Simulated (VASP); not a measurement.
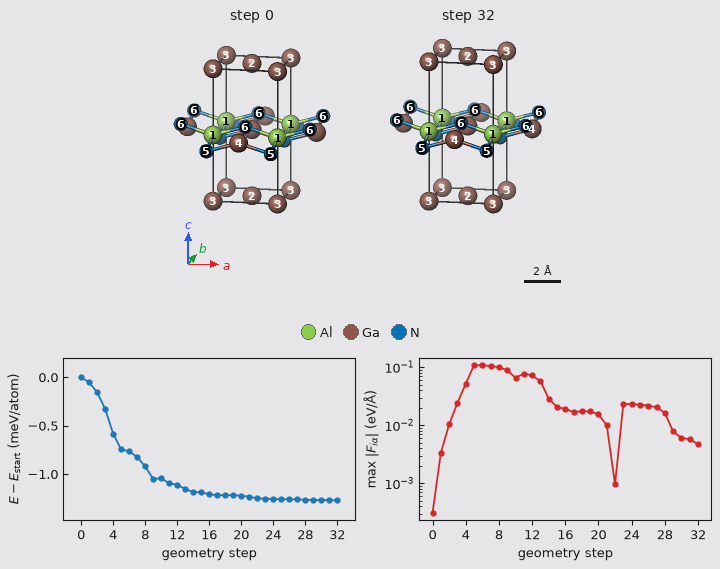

First and last geometry of a relaxation of a crystal of AlGa$_{3}$N$_{2}$ (a generated structure, set up in P-4m2), with the history of the run. The picture is a ball-and-stick view of the cell of the calculation, seen slightly off an axis.

The run lets cell and atoms move.

Theory: Kohn-Sham DFT of a periodic cell, PBE, VASP PAW PBE potentials, recommended (VASP).

The input:
```
SYSTEM = AlGa3N2
PREC = Accurate
ENCUT = 520
EDIFF = 1E-7
ISMEAR = 0
SIGMA = 0.1
LREAL = .False.
LASPH = .True.
NELM = 120
ALGO = Normal
ISIF = 3
LWAVE = .False.
LCHARG = .False.
GGA = PE
IBRION = 2
NSW = 60
EDIFFG = -0.005
POTIM = 0.3
KPAR = 4
```

Command:
```bash
cat potpaw_PBE.64/Al/POTCAR potpaw_PBE.64/Ga_d/POTCAR potpaw_PBE.64/N/POTCAR > POTCAR
mpirun -np 4 vasp_std > vasp.out
```

### What do the curves and the structures tell?

It converged. Over 32 geometry steps the energy falls by 1.3 meV per atom. Largest force component: 0.00031 eV/Å at the start, 0.0047 eV/Å at the end. Pressure: 0.12 GPa at the start and 0.01 GPa at the end. The largest moves relative to the cell, 0.019 Å, are those of N5 and N6. N5 goes along +c. Ga and Al stay in place. Cell: a = b 3.744 → 3.734 Å (−0.3 %), c 7.697 → 8.107 Å (+5.3 %). Volume +4.8 %. The space group stays P-4m2 (No. 115).
